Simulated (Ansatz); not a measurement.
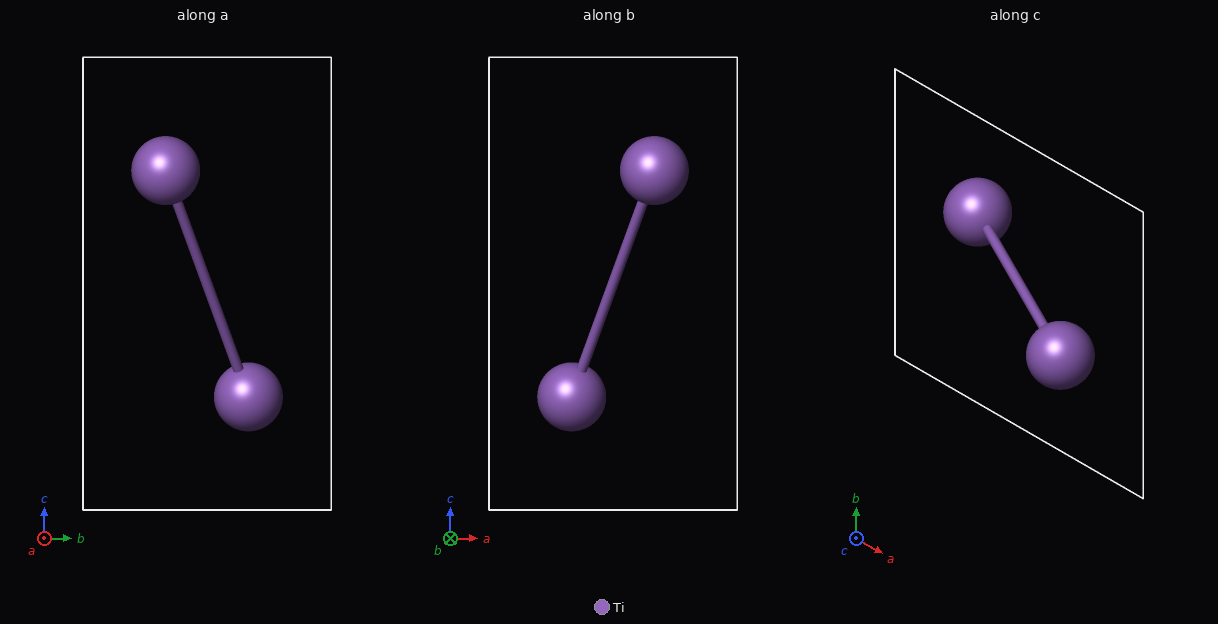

The image is a ball-and-stick drawing of a crystal, viewed along the a axis, along the b axis and along the c axis. The parallelepiped is the conventional unit cell.

Lattice parameters: a = 2.935 Å, b = 2.935 Å, c = 4.638 Å, α = 90.00°, β = 90.00°, γ = 120.00°. Put a along x and b in the xy plane.

### Put the structure into a POSCAR file.

```
Ti
1.0
     2.935    0.000    0.000
    -1.468    2.542    0.000
     0.000    0.000    4.638
Ti
2
Direct
  0.6667 0.3333 0.7500
  0.3333 0.6667 0.2500
```

The structure was taken from a structure type filled with this element by a generator (whether the element takes this form wasn't checked). Earlier steps of the study may have refined or changed the cell and positions. Ansatz was used for an electronic-structure calculation on it.
